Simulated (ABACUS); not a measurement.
# Band-structure run of KF (part 2 of 2)

The same run, continued: KF (Fm-3m, 2 atoms in the cell); Kohn-Sham DFT of a periodic cell, LDA, PseudoDojo NC SR 0.4.1 LDA stringent, no spin polarisation (ABACUS 3.10.1); cutoff 1142.88 eV, 7×7×7 k-mesh, fermi-dirac of 0.05 eV. The structure derives from an entry of the Crystallography Open Database.

Geometry of the input (Å; fractional positions):
```
0.0000  2.6719  2.6719
2.6719  0.0000  2.6719
2.6719  2.6719  0.0000
K  0.0000  0.0000  0.0000
F  0.5000  0.5000  0.5000
```

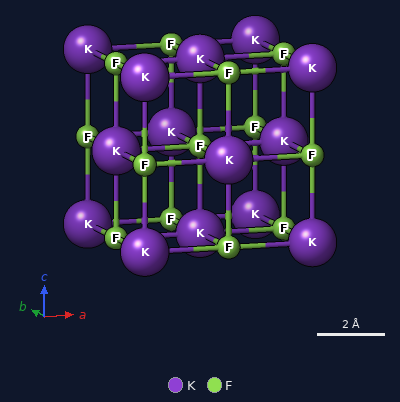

Figure 1. The structure (ball-and-stick view of the cell 4 times as large as that of the calculation, set on its symmetry axes, seen slightly off an axis). An atom can appear more than once, as a periodic image.

The program's output, continued
```
 number of pseudo atomic orbitals for F is 2
WARNING: norm of atomic wavefunction # 2 of atomic type F is 0.999995, renormalized

 -------------------------------------------
 SELF-CONSISTENT
 -------------------------------------------
                                 init_chg = atomic

 PW ALGORITHM --------------- ION=   1  ELEC=   1--------------------------------

 Density error is 0.300600241663
                          Error Threshold = 0.01
----------------------------------------------------------
     Energy           Rydberg                 eV
----------------------------------------------------------
 E_KohnSham     -109.1042206418      -1484.4390765778
 E_Harris       -106.6871986525      -1451.5538053314
 E_Fermi        0.0395062014         0.5375094448
----------------------------------------------------------

 PW ALGORITHM --------------- ION=   1  ELEC=   2--------------------------------

 Density error is 0.211124186289
                          Error Threshold = 0.00187875151039
----------------------------------------------------------
     Energy           Rydberg                 eV
----------------------------------------------------------
 E_KohnSham     -109.1754918705      -1485.4087713908
 E_Harris       -111.8031617420      -1521.1600541062
 E_Fermi        0.3782955272         5.1469746983
----------------------------------------------------------

 PW ALGORITHM --------------- ION=   1  ELEC=   3--------------------------------

 Density error is 0.00474216549869
                          Error Threshold = 0.00131952616431
----------------------------------------------------------
     Energy           Rydberg                 eV
----------------------------------------------------------
 E_KohnSham     -109.2193202820      -1486.0050875217
 E_Harris       -108.8773829504      -1481.3527914529
 E_Fermi        0.2437482010         3.3163644115
----------------------------------------------------------

 PW ALGORITHM --------------- ION=   1  ELEC=   4--------------------------------

 Density error is 0.000288383321752
                          Error Threshold = 2.96385343668e-05
----------------------------------------------------------
     Energy           Rydberg                 eV
----------------------------------------------------------
 E_KohnSham     -109.2201709733      -1486.0166617716
 E_Harris       -109.3126242365      -1487.2745529487
 E_Fermi        0.2473998920         3.3660482164
----------------------------------------------------------

 PW ALGORITHM --------------- ION=   1  ELEC=   5--------------------------------

 Density error is 4.53254355564e-06
                          Error Threshold = 1.80239576095e-06
----------------------------------------------------------
     Energy           Rydberg                 eV
----------------------------------------------------------
 E_KohnSham     -109.2202120291      -1486.0172203639
 E_Harris       -109.2282602143      -1486.1267215405
 E_Fermi        0.2467686565         3.3574598163
----------------------------------------------------------

 PW ALGORITHM --------------- ION=   1  ELEC=   6--------------------------------

 Density error is 3.35825334988e-07
                          Error Threshold = 2.83283972228e-08
----------------------------------------------------------
     Energy           Rydberg                 eV
----------------------------------------------------------
 E_KohnSham     -109.2202129501      -1486.0172328951
 E_Harris       -109.2163271878      -1485.9643643863
 E_Fermi        0.2467101707         3.3566640762
----------------------------------------------------------

 PW ALGORITHM --------------- ION=   1  ELEC=   7--------------------------------

 Density error is 5.06012305111e-09
                          Error Threshold = 2.09890834367e-09
----------------------------------------------------------
     Energy           Rydberg                 eV
----------------------------------------------------------
 E_KohnSham     -109.2202130264      -1486.0172339322
 E_KS(sigma->0) -109.2202130264      -1486.0172339322
 E_Harris       -109.2206474753      -1486.0231449140
 E_band         -9.3851577189        -127.6916216060
 E_one_elec     -41.3100906889       -562.0526182657
 E_Hartree      28.0205643658        381.2393365502
 E_xc           -23.3094737113       -317.1416598553
 E_Ewald        -72.6212129919       -988.0622923614
 E_entropy(-TS) 0.0000000000         0.0000000000
 E_descf        0.0000000000         0.0000000000
 E_exx          0.0000000000         0.0000000000
 E_Fermi        0.2467625178         3.3573762950
----------------------------------------------------------

 charge density convergence is achieved
 final etot is -1486.0172339 eV
 EFERMI = 3.357376295 eV

 STATE ENERGY(eV) AND OCCUPATIONS    NSPIN == 1
 1/5 kpoint (Cartesian) = 0.0000 0.0000 0.0000 (3383 pws)
       1       -24.5645     0.00583090
       2       -17.0963     0.00583090
       3       -7.99716     0.00583090
       4       -7.99716     0.00583090
       5       -7.99716     0.00583090
       6        1.08713     0.00583090
       7        1.08713     0.00583090
       8        1.08713     0.00583090
       9        6.90098    9.69054e-34
      10        11.6261    8.80293e-75
      11        11.6261    8.80293e-75
      12        11.6261    8.80293e-75
      13        13.3223    1.62729e-89
      14        13.3223    1.62729e-89
      15        17.4239        0.00000
      16        25.0522        0.00000
      17        25.0522        0.00000
      18        25.0522        0.00000

 2/5 kpoint (Cartesian) = 0.026734 0.026734 0.026734 (3341 pws)
       1       -24.5453      0.0466472
       2       -17.1143      0.0466472
       3       -8.05315      0.0466472
       4       -8.00460      0.0466472
       5       -8.00460      0.0466472
       6       0.896136      0.0466472
       7        1.01619      0.0466472
       8        1.01619      0.0466472
       9        7.46825    9.16710e-38
      10        11.2772    7.55716e-71
      11        11.9010    2.88550e-76
      12        11.9010    2.88550e-76
      13        13.5082        0.00000
      14        13.5082        0.00000
      15        18.3902        0.00000
      16        23.0816        0.00000
      17        23.9752        0.00000
      18        23.9752        0.00000

 3/5 kpoint (Cartesian) = 0.053468 0.053468 0.053468 (3362 pws)
       1       -24.5017      0.0466472
       2       -17.1553      0.0466472
       3       -8.17734      0.0466472
       4       -8.02107      0.0466472
       5       -8.02107      0.0466472
       6       0.532296      0.0466472
       7       0.861140      0.0466472
       8       0.861140      0.0466472
       9        8.78771    3.17344e-49
      10        10.8968    1.52130e-67
      11        12.5316    9.59962e-82
      12        12.5316    9.59962e-82
      13        14.0980        0.00000
      14        14.0980        0.00000
      15        19.0360        0.00000
      16        21.4086        0.00000
      17        21.5587        0.00000
      18        21.5587        0.00000

 4/5 kpoint (Cartesian) = 0.080201 0.080201 0.080201 (3353 pws)
       1       -24.4662      0.0466472
       2       -17.1888      0.0466472
       3       -8.27531      0.0466472
       4       -8.03403      0.0466472
       5       -8.03403      0.0466472
       6       0.282767      0.0466472
       7       0.740845      0.0466472
       8       0.740845      0.0466472
       9        9.78490    6.91980e-58
      10        11.1643    7.21807e-70
      11        12.9869    1.06547e-85
      12        12.9869    1.06547e-85
      13        15.0505        0.00000
      14        15.0505        0.00000
      15        17.3280        0.00000
      16        19.4601        0.00000
      17        19.4601        0.00000
      18        21.1880        0.00000

 5/5 kpoint (Cartesian) = 0.0000 0.0000 0.053468 (3355 pws)
       1       -24.5393      0.0349854
       2       -17.1164      0.0349854
       3       -8.04015      0.0349854
       4       -8.04015      0.0349854
       5       -8.02699      0.0349854
       6       0.773457      0.0349854
       7        1.06374      0.0349854
       8        1.06374      0.0349854
       9        7.61176    3.89748e-39
      10        10.8899    1.31080e-67
      11        12.1543    1.36512e-78
      12        12.1543    1.36512e-78
      13        13.5221        0.00000
      14        13.5280        0.00000
      15        18.7078        0.00000
      16        23.0160        0.00000
      17        23.0160        0.00000
      18        24.0031        0.00000

------------------------------------------------------------------------------------------
 TOTAL-FORCE (eV/Angstrom)
------------------------------------------------------------------------------------------
                        K1         0.0000000000         0.0000000000         0.0000000000
                        F1         0.0000000000         0.0000000000         0.0000000000
------------------------------------------------------------------------------------------

----------------------------------------------------------------
 TOTAL-STRESS (KBAR)
----------------------------------------------------------------
       -35.9761686800        -0.0000000000         0.0000000000
        -0.0000000000       -35.9761686800         0.0000000000
        -0.0000000000         0.0000000000       -35.9761686800
----------------------------------------------------------------
 TOTAL-PRESSURE: -35.976169 KBAR

 --------------------------------------------
 !FINAL_ETOT_IS -1486.0172339322100470 eV
 --------------------------------------------
```

Standard output
```
ABACUS v3.10.1

               Atomic-orbital Based Ab-initio Computation at UStc

 dft_functional readin is: pz
 dft_functional in pseudopot file is: SLAPWNOGXNOGC
 Please make sure this is what you need
 dft_functional readin is: pz
 dft_functional in pseudopot file is: SLA PW NOGXNOGC
 Please make sure this is what you need

%%%%%%%%%%%%%%%%%%%%%%%%%%%%%%%%%%%%%%%%%%%%%%%%%%%%%%%%%%%%%%%%%%%%%%%%%%%%%%%%%%%%%%%%%%%%%%%%%%%%%%%%%
 Warning: the number of valence electrons in pseudopotential > 1 for K: [Ar] 4s1
 Pseudopotentials with additional electrons can yield (more) accurate outcomes, but may be less efficient.
 If you're confident that your chosen pseudopotential is appropriate, you can safely ignore this warning.
%%%%%%%%%%%%%%%%%%%%%%%%%%%%%%%%%%%%%%%%%%%%%%%%%%%%%%%%%%%%%%%%%%%%%%%%%%%%%%%%%%%%%%%%%%%%%%%%%%%%%%%%%

 UNIFORM GRID DIM        : 45 * 45 * 45
 UNIFORM GRID DIM(BIG)   : 45 * 45 * 45
 ---------------------------------------------------------
 Self-consistent calculations for electrons
 ---------------------------------------------------------
 SPIN    KPOINTS         PROCESSORS  THREADS
 1       20              4           4
 ---------------------------------------------------------
 Use plane wave basis
 ---------------------------------------------------------
 ELEMENT NATOM       XC
 K       1
 F       1
 ---------------------------------------------------------
 Initial plane wave basis and FFT box
 ---------------------------------------------------------
 -------------------------------------------
 SELF-CONSISTENT :
 -------------------------------------------
 START CHARGE      : atomic
 ITER       ETOT/eV          EDIFF/eV         DRHO     TIME/s
 DA1     -1.48443908e+03   0.00000000e+00   3.0060e-01   0.86
 DA2     -1.48540877e+03  -9.69694813e-01   2.1112e-01   0.57
 DA3     -1.48600509e+03  -5.96316131e-01   4.7422e-03   0.41
 DA4     -1.48601666e+03  -1.15742499e-02   2.8838e-04   0.39
 DA5     -1.48601722e+03  -5.58592301e-04   4.5325e-06   0.45
 DA6     -1.48601723e+03  -1.25312751e-05   3.3583e-07   0.50
 DA7     -1.48601723e+03  -1.03706948e-06   5.0601e-09   0.40
----------------------------------------------------------------
 TOTAL-STRESS (KBAR)
----------------------------------------------------------------
       -35.9761686800        -0.0000000000         0.0000000000
        -0.0000000000       -35.9761686800         0.0000000000
        -0.0000000000         0.0000000000       -35.9761686800
----------------------------------------------------------------
 TOTAL-PRESSURE: -35.976169 KBAR
```

Results in brief

```json
{"quantity": "outcome", "value": "converged"}
{"quantity": "space group (tolerance 0.01 Å)", "value": "Fm-3m (225)"}
{"quantity": "electrons treated", "value": "16"}
{"quantity": "free energy", "value": "−1486.0172 eV"}
{"quantity": "Fermi energy", "value": "3.357 eV"}
{"quantity": "gap on the k-point mesh", "value": "5.81 eV"}
{"quantity": "pressure", "value": "−3.60 GPa"}
{"quantity": "largest force (length of the vector)", "value": "under 0.001 eV/Å"}
{"quantity": "wall time", "value": "4.7 s (CPU time 17 s)"}
{"quantity": "peak memory", "value": "0.36 GiB"}
```
